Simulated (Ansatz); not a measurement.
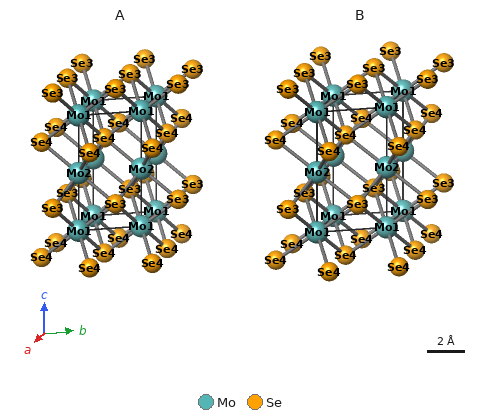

Two geometries of a crystal of MoSe (built on the nickel arsenide type), drawn at one scale. One is the start of a relaxation, the other its converged end. Style: ball-and-stick. Shown: the cell of the calculation, slightly off an axis.

Computed with DFT PBE+U, scalar-relativistic, plane waves, PAW in Ansatz 0.2.0. Settings: plane-wave cutoff 420 eV; k-point mesh 12 × 12 × 6; occupations gaussian; smearing width 0.1 eV; U Mo 4.38 eV; no spin polarisation; cell and atoms relaxed; force threshold 0.01 eV/Å; at most 60 steps.

### Which one is relaxed?

Structure A is the relaxed one. Case: no spin polarisation. The energy falls by 0.928 eV per cell of the calculation in 5 accepted moves (6 points after the start). All forces vanish by symmetry, so only the cell relaxes. Pressure: −10.75 GPa at the start and 0.00 GPa at the end. At 1 point the geometry stayed and the basis and grid were re-selected for the new cell (energy shift of 2.8 meV per cell of the calculation at most each time). The atoms keep their places relative to the cell (all moves are under 0.005 Å). The volume changes by −22.3 %, with a = b 4.021 → 3.620 Å (−10.0 %), c 6.816 → 6.532 Å (−4.2 %). Near-neighbour distances that change, for instance: Mo1–Se3 2.880 → 2.652 Å. Bond angles that change, for instance: Mo1–Se3–Mo2 72.6° → 76.0°, Se3–Mo1–Se3 88.6° → 86.1°, Mo1–Se3–Mo1 88.6° → 86.1°. The space group stays P6_3/mmc (No. 194). The run took 3.9 min on 1 thread of Intel(R) Xeon(R) Processor @ 2.50GHz (Skylake/Cascade Lake), on a shared host, peak memory 0.69 GiB.
